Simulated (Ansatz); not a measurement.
Cu (slab)

```
CELL_PARAMETERS angstrom
2.55619 0.00000 0.00000
0.00000 2.55619 0.00000
0.00000 0.00000 45.49000
ATOMIC_POSITIONS crystal
Cu 0.50000 0.50000 0.16487
Cu 0.00000 0.00000 0.20461
Cu 0.50000 0.50000 0.24434
Cu 0.00000 0.00000 0.28407
Cu 0.50000 0.50000 0.32381
Cu 0.00000 0.00000 0.36354
Cu 0.50000 0.50000 0.40328
```

Method: Kohn-Sham DFT of a periodic cell, PBE, Ansatz PAW in Ansatz 0.2.0.

In a PAW calculation such maps are meaningful between the atoms, not at the nuclei.

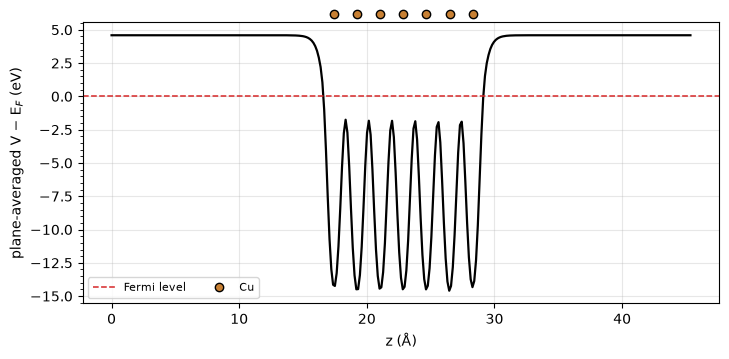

Figure 1. Plane average of the electrostatic potential energy of an electron across the slab. Circles mark the heights of the atoms.

### What is the work function?

The potential is flat in the vacuum, 4.59 eV above the Fermi level; this is the work function, the same on both faces.

### What are the slab's thickness and the vacuum gap?

The outermost nuclei are 10.8 Å apart, in 7 atomic planes; the vacuum between periodic images is 34.6 Å wide.

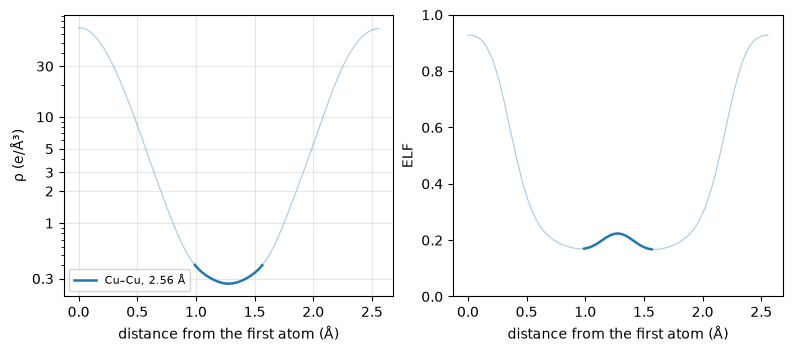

Figure 2. Valence electron density and electron localisation function along straight lines between neighbouring atoms. Thin, pale parts lie inside the atomic spheres.

### What can be read from the curves?

Cu–Cu (2.56 Å): the density is about 0.27 e/Å³ at the midpoint; the ELF is about 0.20 at the midpoint; no shared electron pair shows on this line.

### Metal or insulator at this level of theory?

It is gapless in this calculation (a metal or semimetal).
